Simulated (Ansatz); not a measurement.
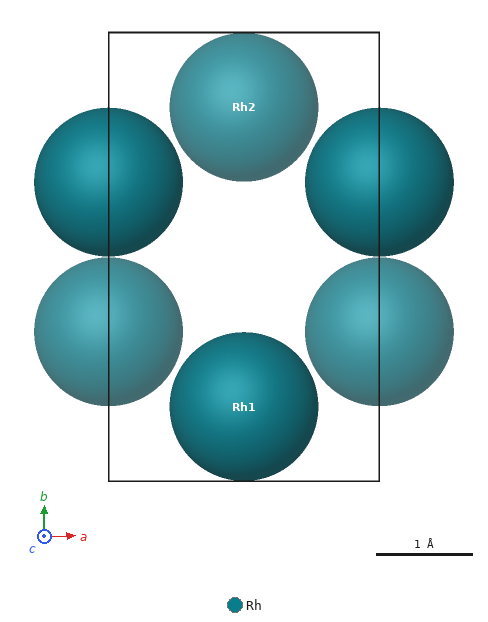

The structure as given in the input (spheres-only view of the cell 2 times as large as that of the calculation, set on its symmetry axes, along the c axis; atoms are numbered from 1 in the order of the input). An atom can appear more than once, as a periodic image.

Single-point calculation, with input and output: Rh

- system: Rh (Cmcm, 2 atoms in the cell)
- method: DFT r2SCAN, scalar-relativistic, plane waves, PAW, no spin polarisation (Ansatz 0.2.0)

The structure derives from a Materials Project entry. It belongs to a series of runs on one base structure; here: strain +0.0450 x Voigt [1, 0, 0, 0, 0, 0], atoms carried along. Figures and captions count atoms from 1; the log counts them from 0 in places.

**What the program printed**
```
Engine: ansatz 0.2.0, x86_64-unknown-linux-gnu
Pseudopotentials: kind: paw
Pseudopotential: Rh, paw, valence charge 17, recommended cutoff 500 eV (meta_gga), Rh.paw.azcp
Functional definition: r2SCAN
  parameter k0 = 0.174
  parameter k1 = 0.065
  parameter a1 = 4.9479
  exchange = r2scan_x(k0 = k0, k1 = k1, a1 = a1)
  correlation = r2scan_c
Crystal: 2 atoms, lattice volume = 28.767 Å³
Basis set: ecut = 500 eV, 719 PW (Γ), exchange–correlation on 96×80×128 points (64 copies of the dense FFT grid, shifted against one another)
Bands: 21, of which v1, the nominal top of the filled ones, is band 17 counted from 1 (16 counted from 0)
Symmetry: 8 space group operations
Space group: Cmcm (ITA 63), of the structure as read, at distance tolerance 3.1e-5 Å
k-points: 1256 of 8064
Non-local potential: Rh, projectors of the file, l = 0: 3, l = 1: 2, l = 2: 2, l = 3: 1
PAW form: soft (Blöchl's): semilocal exchange-correlation on the pseudo side does not see the compensation charge
PAW frozen core: Rh, regenerated for the run's functional (the file was generated under x = pbe(κ = 0.804, μ = 0.2195149727645171), c = pbe(β = 0.06672455060314922))
PAW one-centre angular grid: Rh, 590 points (default); XC on 160 Gauss nodes
Initial density: superposition of atomic densities (neutral atoms: chi_scale 0, normalization atom), corrected by the library's trained network
Initial wavefunctions: pseudopotential atomic-orbital guess
Functional: x = r2scan, c = r2scan; τ floored in thin density (d = 2e-4 eV/Å³)
SCF iter   1: F=—  HF=-12830.380264 eV  |F-HF|=—  |Δ(HF+E_count)|=         —  Δρ=1.09e-2  dr2=8.29e-3  dr2_τ=1.08e-2  ethr=1.77e-3  ⟨swp⟩=4.9  Hψ=104120  notcnv=0
preconditioner: auto → none  [metal: Δε(μ)=0.001 eV  Ē_g=7.549 eV  σ=0.150 eV  W_gap=0.00  n_scr=8 (ndim 8)  ℏωp=29.4 eV  f_vac=0.000  D(μ)=3.54/eV (n_scr^D=46)  sad-step TF]
SCF iter   2: F=—  HF=-12830.400131 eV  |F-HF|=—  |Δ(HF+E_count)|=   1.99e-2  Δρ=6.50e-3  dr2=3.74e-3  dr2_τ=4.61e-4  ethr=2.44e-5  ⟨swp⟩=2.0  Hψ=47679  notcnv=0
SCF iter   3: F=—  HF=-12830.402505 eV  |F-HF|=—  |Δ(HF+E_count)|=   2.37e-3  Δρ=1.87e-3  dr2=9.18e-4  dr2_τ=1.14e-4  ethr=1.10e-5  ⟨swp⟩=2.0  Hψ=38065  notcnv=0
SCF iter   4: F=—  HF=-12830.402325 eV  |F-HF|=—  |Δ(HF+E_count)|=   1.81e-4  Δρ=4.05e-4  dr2=1.34e-5  dr2_τ=1.30e-5  ethr=2.70e-6  ⟨swp⟩=3.0  Hψ=49537  notcnv=0
SCF iter   5: F=—  HF=-12830.402354 eV  |F-HF|=—  |Δ(HF+E_count)|=   2.96e-5  Δρ=1.59e-4  dr2=2.05e-6  dr2_τ=4.91e-7  ethr=3.94e-8  ⟨swp⟩=2.7  Hψ=51015  notcnv=0
SCF iter   6: F=—  HF=-12830.402369 eV  |F-HF|=—  |Δ(HF+E_count)|=   1.49e-5  Δρ=3.77e-5  dr2=1.76e-7  dr2_τ=2.13e-8  ethr=6.04e-9  ⟨swp⟩=2.0  Hψ=45647  notcnv=0
SCF iter   7: F=-12830.402369 eV  HF=-12830.402369 eV  |F-HF|=6.74e-8  |Δ(HF+E_count)|=   1.91e-7  Δρ=1.21e-5  dr2=3.24e-8  dr2_τ=1.32e-9  ethr=2.94e-10  ⟨swp⟩=9.2  Hψ=181860  notcnv=0
SCF 1 converged in 7 iterations: F = -12830.402369 eV  dr2 = 3.24e-8
  greatest PAW one-centre occupation: 1.000 electrons in one spin orbital (limit 2), on the Rh atom at site 1 (counted from 0), in its partial waves of l = 0
```

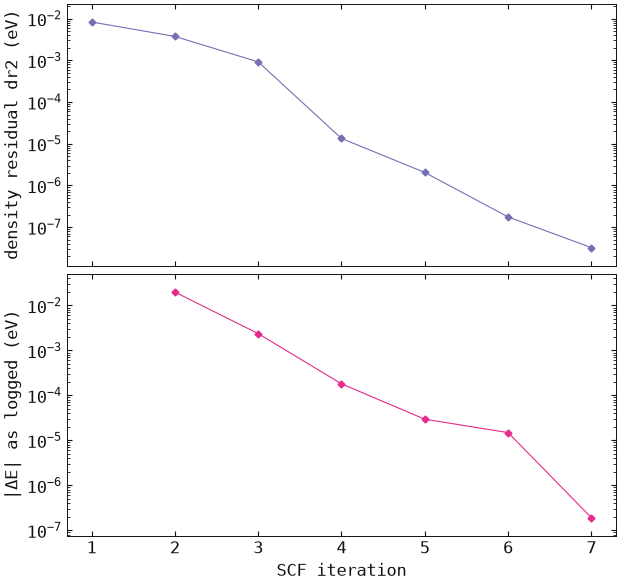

Convergence of the self-consistent field: density residual dr2 and size of the energy change against the SCF iteration. The residual falls at every step.

```
SCF converged after 7 iterations
Free energy (F): -12830.402369 eV
Harris-Foulkes:  -12830.402369 eV  (|F-HF|=6.74e-8)
Internal energy: -12830.362743 eV  (E = F + TS)
E sigma→0 (E₀):  -12830.382556 eV
Entropy (-TS):   -0.039626 eV (-19.813 meV/atom)
Fermi energy:    21.046887 eV
--- Per-component energies (eV) ---
  E_band       = -241.534953
  E_kinetic    = 1143.706163
  E_local      = -3243.421876  (includes V_loc(G=0)·N_el)
  E_nonlocal   = 711.157192
  E_hartree    = 1140.292404
  E_xc         = -432.372601
  E_vxc        = -626.434187  (∫ρ·V_xc dr)
  E_paw        = -7208.469158  (= ΣΔE_a)
  E_vpaw       = -549.560362  (= ΣTr[D̂ρ^β])
  E_aug_tail   = 0.001307  (compensation charges beyond the density's cutoff)
  E_vtau       = 42.427388  (kinetic-family band-sum trace: ∫τ·v_τ [+ j·A + Jᵃ·Aᵃ] dr)
  E_ewald      = -4940.516256
  E_core_change = -0.739919  (= ΣΔE_core)
  E_smearing   = -0.039626  (= −TS)
  E_closure    = -0.000000  (closes the sum)
  Σ components = -12830.402369   (vs F -12830.402369, Δ=0.00e0)
--- Forces (eV/Å), atoms counted from 1 ---
  atom   1  Rh     0.00000000     0.09220573     0.00000000
  atom   2  Rh    -0.00000000    -0.09220573     0.00000000
  max |Σ_I F_I| component: 1.39e-17 eV/Å
--- Stress (GPa, compression-positive) ---
      -16.258901       0.000000       0.000000
        0.000000      -6.986389       0.000000
        0.000000       0.000000      -7.568136
  P = ⅓ Tr σ = -10.2711 GPa (-102.711 kbar)
--- Band table (eV; the first three rows and the last of 1256) ---
  k-point 0: bands = ["-60.0397", "-59.9214", "-27.4704", "-26.8459", "-26.8412", "-26.7425", "-26.7334", "-26.7256", "13.1274", "14.9969", "17.7639", "18.2306", "18.3514", "18.4449", "18.9363", "18.9516", "19.0523", "21.0964", "21.2297", "22.2690", "30.0843"]
  k-point 1: bands = ["-60.0383", "-59.9229", "-27.4615", "-26.8445", "-26.8399", "-26.7518", "-26.7348", "-26.7270", "13.1824", "15.0137", "17.7351", "18.2071", "18.3229", "18.3906", "18.9214", "19.0027", "19.1428", "21.0971", "21.2317", "22.0426", "30.3777"]
  k-point 2: bands = ["-60.0339", "-59.9273", "-27.4355", "-26.8404", "-26.8362", "-26.7790", "-26.7390", "-26.7313", "13.3449", "15.0612", "17.6696", "18.1405", "18.2432", "18.2874", "18.8374", "19.1791", "19.3524", "21.0932", "21.2313", "21.4547", "31.1665"]
  k-point 1255: bands = ["-59.9265", "-59.9265", "-27.2734", "-27.2734", "-27.0315", "-27.0315", "-26.8517", "-26.8517", "15.9852", "15.9852", "17.2316", "17.2316", "17.9545", "17.9545", "19.1373", "19.1373", "21.4017", "21.4017", "25.0232", "25.0232", "33.2054"]
```

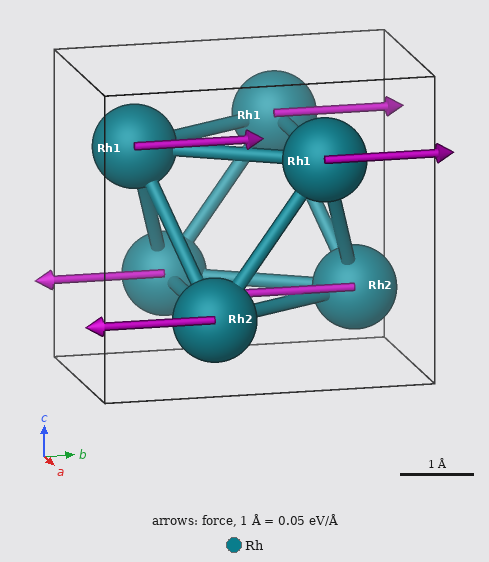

Forces on the atoms as pink arrows (ball-and-stick view of the cell 2 times as large as that of the calculation, set on its symmetry axes, seen slightly off an axis; atoms are numbered from 1 in the order of the input). The largest act on Rh1, Rh2 (0.09 eV/Å). The geometry is not a stationary point of this energy.

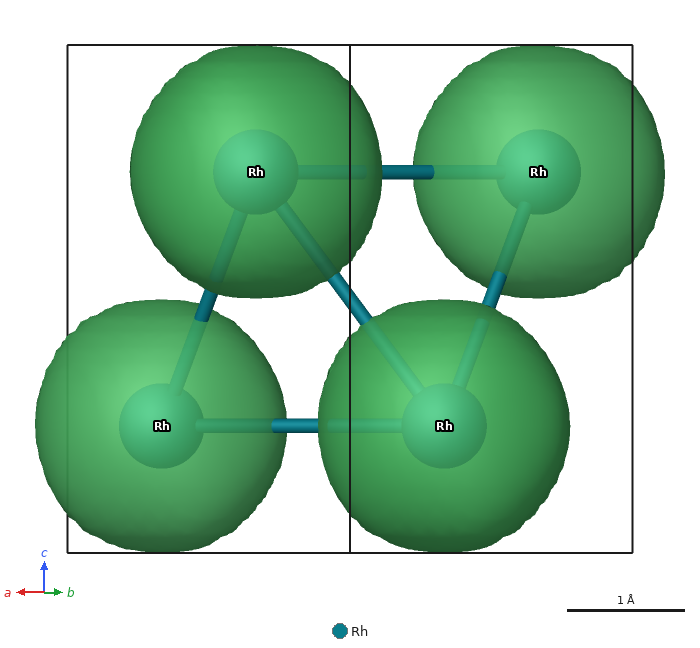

Isosurface of the valence pseudo-density at 0.5 e/Å³ (green), seen along [110]. Sticks mark near contacts. The outline is the cell set on symmetry axes. At this value the density breaks into separate islands; it holds about 85 % of the electrons treated as valence (semicore included). It is pinched off along the Rh–Rh (2.68 Å), Rh–Rh (2.73 Å) and Rh–Rh (2.83 Å) contacts. On the grid the lowest density along these lines, outside the cores, is 0.38 e/Å³ (Rh–Rh, 2.68 Å), 0.34 e/Å³ (Rh–Rh, 2.73 Å) and 0.29 e/Å³ (Rh–Rh, 2.83 Å). In a PAW calculation such maps are meaningful between the atoms, not at the nuclei.

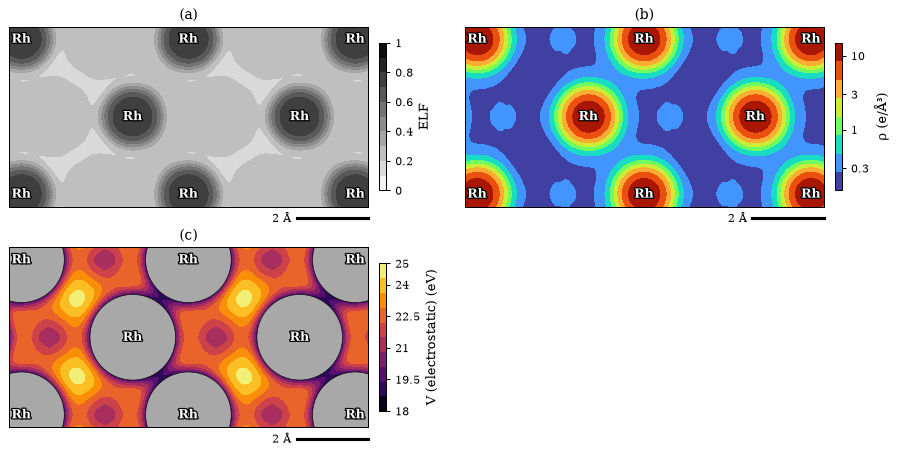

(a) ELF; (b) valence electron density; (c) electrostatic potential (local pseudopotential plus Hartree) felt by an electron on the (100) plane of the conventional cell. Grey discs, where drawn, cover atomic cores. The section cuts through Rh sites. Rh–Rh (2.68 Å): ρ at the midpoint is about 0.38 e/Å³; the ELF is about 0.30 at the midpoint (no localised pair between them). Away from the nuclei the density in this plane falls to 0.15 e/Å³ at its lowest. The strong features right at Rh lie inside the PAW spheres (semicore, d or f shells) and say nothing about bonding. Outside the cores the potential energy rises away from the atoms and is highest about 1.9 Å from the nearest atoms; outside the discs it spans about 6 eV, and its zero is arbitrary.

This output came from the following input.

**Input file**
```yaml
crystal:
  lattice:
    - [2.8253071259, 0.0, 0.0]
    - [-1.4126535629, 2.341423679, 0.0]
    - [0.0, 0.0, 4.3486172211]
  atoms:
    - { symbol: Rh, position: [0.6666666667, 0.3333333333, 0.75] }
    - { symbol: Rh, position: [0.3333333333, 0.6666666667, 0.25] }
basis:
  ecutwfc: 500
kpoints:
  mp_grid: { grid: [24, 24, 14] }
hamiltonian:
  xc: r2scan
scf:
  occupations: { method: gaussian, width: 0.15 }
output:
  forces: true
  stress: true
  eigenvalues: true
  write_density: true
  write_potential: true
  elf: true
  volumetric_format: npy
```

Launch command:
```bash
ansatz run input.yaml --threads 1 --pin off --max-ram 2560MiB --backend cpu --events-out ev --progress --plain --runs-dir out
```

**Results in brief**

```json
{"quantity": "outcome", "value": "converged"}
{"quantity": "space group (tolerance 0.01 Å)", "value": "Cmcm (63)"}
{"quantity": "electrons treated", "value": "34"}
{"quantity": "free energy", "value": "−12830.4024 eV"}
{"quantity": "Fermi energy", "value": "21.047 eV"}
{"quantity": "gap on the k-point mesh", "value": "none (metallic)"}
{"quantity": "pressure", "value": "−10.27 GPa"}
{"quantity": "largest force (length of the vector)", "value": "0.092 eV/Å"}
{"quantity": "hardware", "value": "1 thread of Intel Xeon @ 2.50GHz (Skylake/Cascade Lake), 192 GiB of memory available, shared host"}
{"quantity": "wall time", "value": "1.9 min"}
{"quantity": "peak memory", "value": "1 GiB"}
```
